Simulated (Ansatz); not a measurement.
Given this structure:

```
CELL_PARAMETERS angstrom
3.48638 0.00000 0.00000
0.00000 5.67627 0.00000
0.00000 0.00000 4.17804
ATOMIC_POSITIONS crystal
Mg 0.00000 0.66667 0.75000
Mg 0.00000 0.33333 0.25000
O 0.00000 0.66667 0.25000
O 0.00000 0.33333 0.75000
Mg 0.50000 0.16667 0.75000
Mg 0.50000 0.83333 0.25000
O 0.50000 0.16667 0.25000
O 0.50000 0.83333 0.75000
```

**Work out the structure from the coordinates.**

Its composition is MgO. It takes space group Cmcm (No. 63) on a base-centred orthorhombic lattice. With Z = 4, the cell contains 4 Mg, 4 O. The Mg atoms are each bonded to five O in a distorted trigonal bipyramidal arrangement at 1.89 to 2.09 Å. The O atoms are each bonded to five Mg in a distorted trigonal bipyramidal arrangement at 1.89 to 2.09 Å. The bonds build a three-dimensional framework.

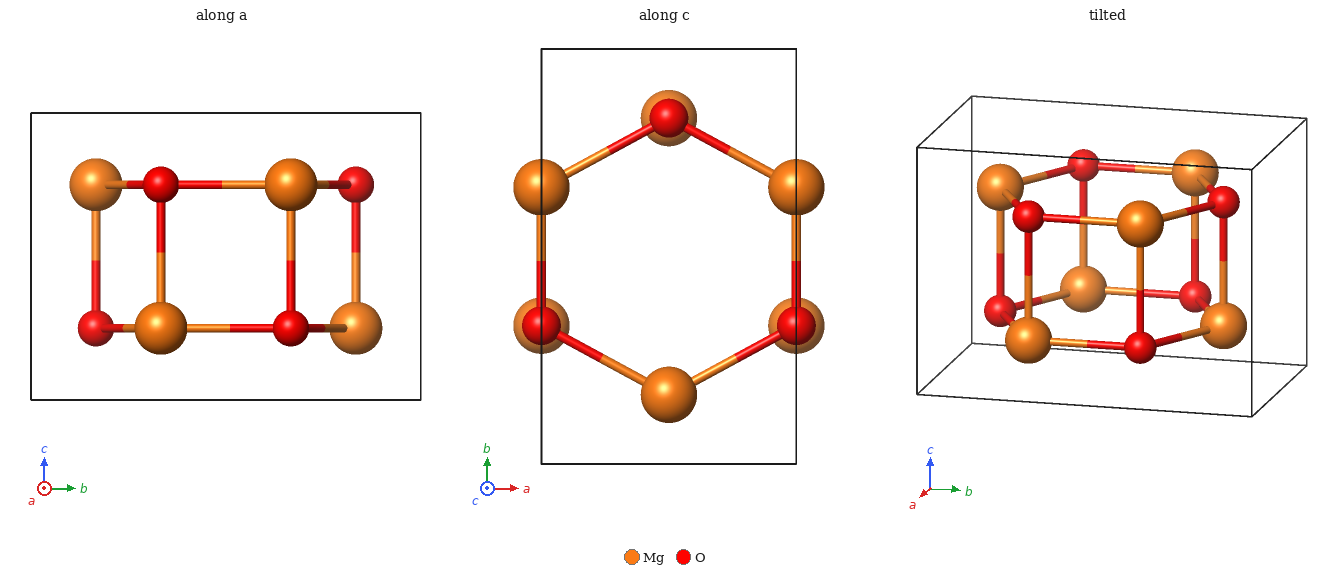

Shown here is a ball-and-stick view of the crystal, taken along the a axis, along the c axis and slightly off an axis. Atoms at the boundary of the conventional unit cell (the box) are drawn once for each face, edge or corner they touch. Colours: magnesium orange, oxygen red.

Provenance: a structure listed in the Materials Project. The cell was then strained or its atoms displaced on purpose. An electronic-structure calculation with Ansatz was run on it.

At this level of theory the cell isn't at rest (compressed, at 15 GPa and forces up to 0.9 eV/Å), so its distances can differ from those at equilibrium, the more so the softer the solid.
